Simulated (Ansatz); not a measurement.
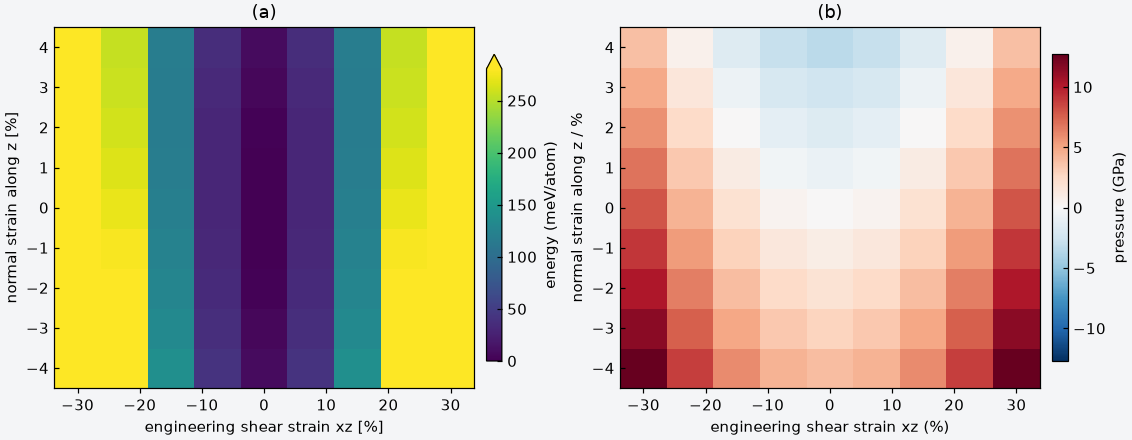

CO₂ (Pa-3, No. 205; 12 atoms in the cell). The energy is mapped over two homogeneous strains (x, y and z along the cube axes). First axis: engineering shear strain xz. Second axis: normal strain along z. Nothing is relaxed (fractional coordinates fixed). Grid: 9 × 9 points; 45 points were computed and 36 follow by symmetry. Points are written as (first, second). Energies are in meV/atom, from the lowest grid point. Theory: DFT PBE, scalar-relativistic, plane waves, PAW (Ansatz). Settings: cutoff 520 eV, k-mesh 4×4×4, gaussian smearing 0.05 eV, no spin polarisation.

Panel (a) is the energy; panel (b) is the computed pressure, in GPa.

The picture shows one coloured cell a grid point, one colour for all values above the top of the scale.

How does the pressure vary over the map, and what is it at the lowest grid point?

Answer. It runs from −3.4 GPa at (0.0 %, 4 %) to 12.7 GPa at (−30.0 %, −4 %). At the lowest grid point, (0.0 %, 0 %), it is 0.0 GPa.

```csv
"normal strain along z ↓, engineering shear strain xz →",−30.0,−22.5,−15.0,−7.5,0.0,7.5,15.0,22.5,30.0
4,3.8,0.6,−1.6,−2.9,−3.4,−2.9,−1.6,0.6,3.8
3,4.8,1.5,−0.8,−2.1,−2.6,−2.1,−0.8,1.5,4.8
2,5.8,2.5,0.1,−1.3,−1.7,−1.3,0.1,2.5,5.8
1,6.9,3.4,1.0,−0.4,−0.9,−0.4,1.0,3.4,6.9
0,8.0,4.4,1.9,0.5,0.0,0.5,1.9,4.4,8.0
−1,9.1,5.4,2.9,1.4,0.9,1.4,2.9,5.4,9.1
−2,10.3,6.5,3.9,2.4,1.9,2.4,3.9,6.5,10.3
−3,11.5,7.6,5.0,3.4,2.9,3.4,5.0,7.6,11.5
−4,12.7,8.8,6.0,4.4,3.9,4.4,6.0,8.8,12.7
```
